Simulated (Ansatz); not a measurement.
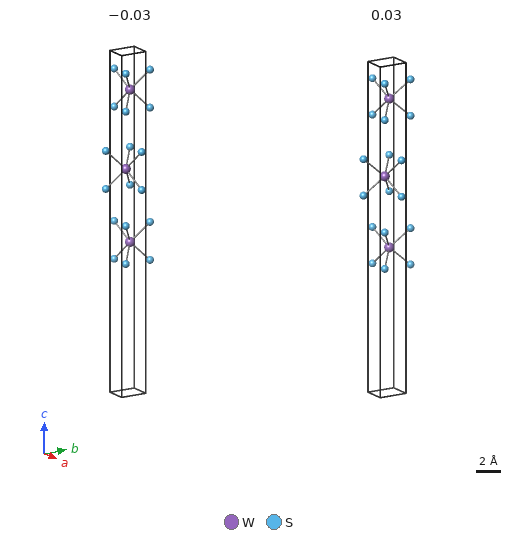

Crystalline WS$_{2}$ (set up in P3m1), under biaxial strain in the a–b plane (c and atoms relaxed), with energies (extrapolated to zero smearing) counted from the relaxed crystal, which is the row at zero. The picture shows the first and the last member. The picture is a ball-and-stick view of the cell of the calculation, seen slightly off an axis.

Computed with Ansatz 0.2.0: DFT PBEsol, scalar-relativistic, plane waves, PAW. (plane-wave cutoff 420 eV; k-point mesh 12 × 12 × 1; occupations gaussian; smearing width 0.02 eV; no spin polarisation; force threshold 0.008 eV/Å)

```csv
strain,energy (meV/atom),a (Å),c (Å),band gap (eV)
−0.03,31.77,3.052,28.821,1.46
−0.015,7.70,3.099,28.574,1.40
0.0,0.00,3.146,28.351,1.32
0.015,?,?,?,?
0.03,28.08,3.240,27.887,0.82
```

Estimate the missing row from the others, and compare with the calculation.

Answer. A parabola through three neighbouring rows (−0.015, 0.0, 0.03) gives, with Lagrange weights, (−0.3333)(7.70) + (1.0000)(0.00) + (0.3333)(28.08) = 6.79 meV/atom. The calculation gives 7.22 meV/atom (a = 3.193 Å, c = 28.123 Å). The estimate is 0.43 meV/atom too low. For the gap a parabola through the rows −0.015, 0.0, 0.03 gives 1.13 eV, and the calculation 1.15 eV (semilocal gaps, lower than measured ones as a rule). From the first member to the last: W–W 3.052 → 3.240 Å, S–W 2.382 → 2.419 Å.

The whole series:

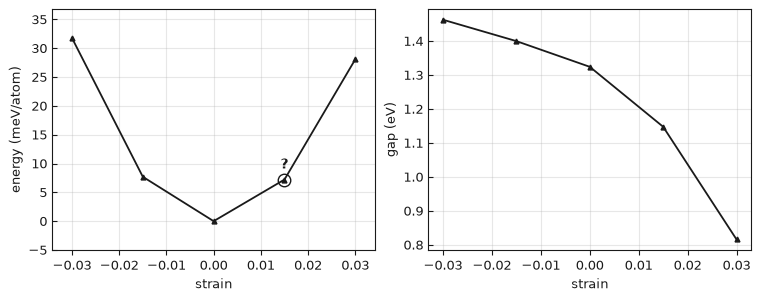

Each member starts from this one structure; whether another phase lies lower wasn't checked.

Limits of the set-up: layers or molecules are held without a dispersion correction, so their spacing is unreliable.
